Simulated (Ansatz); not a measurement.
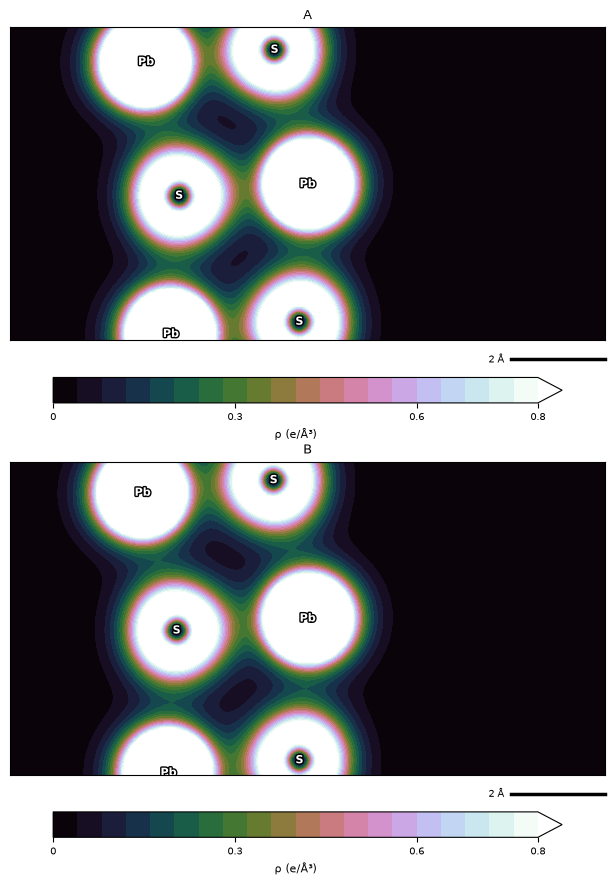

PbS. The valence charge density (pseudo) of two cells that differ in size and shape, on the (11̄0) plane of each (indices in the axes of the calculation cell), at one length scale and on one colour scale: B has 52.9 Å³ an atom and A 48.9.

Space group C2/m.

All numbers below come from DFT, PBEsol, PAW with Ansatz's default frozen-core files, scalar-relativistic (Ansatz 0.2.0).

Core electrons are frozen (PAW), and the valence fields are smoothed inside the atomic spheres.

### What changes from the larger cell to the smaller?

From the larger cell to the smaller, Pb–S goes from 2.81 to 2.75 Å, and the density at its midpoint from 0.31 to 0.34 e/Å³; the pressure goes from −2.4 to −0.5 GPa; the Kohn–Sham gap goes from 1.4 eV to 1.2 eV.
